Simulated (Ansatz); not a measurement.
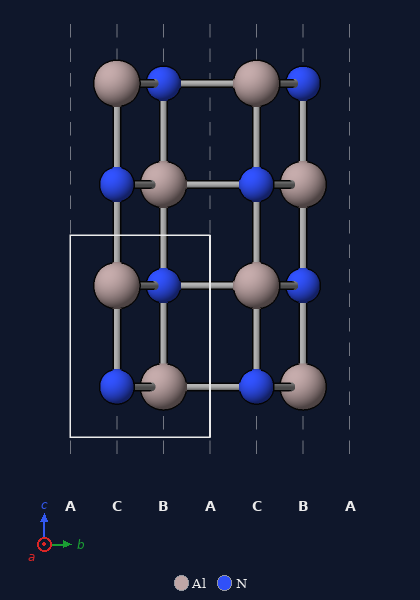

The picture looks along a close-packed row of the hexagonal mesh; c points upwards. The dashed lines mark the three columns A (0, 0), B (1/3, 2/3) and C (2/3, 1/3). The sequence starts with the first layer at or above the cell's origin.

AlN (space group P6_3/mmc, No. 194). Coordinates: the end point of a relaxation with Ansatz 0.2.0, DFT, PBEsol, plane waves, PAW; the starting structure was generated, so it need not be a known form of this composition.

> Give the sequence of layers in one repeat, with element and column.

Al(B)+N(C) – N(B)+Al(C) (two layers in 4.14 Å).

Heights of the layers:

| layer | atoms (column) | height (Å) | to next (Å) |
| --- | --- | --- | --- |
| 1 | Al(B)+N(C) | 1.04 | 2.07 |
| 2 | N(B)+Al(C) | 3.11 | 2.07 |
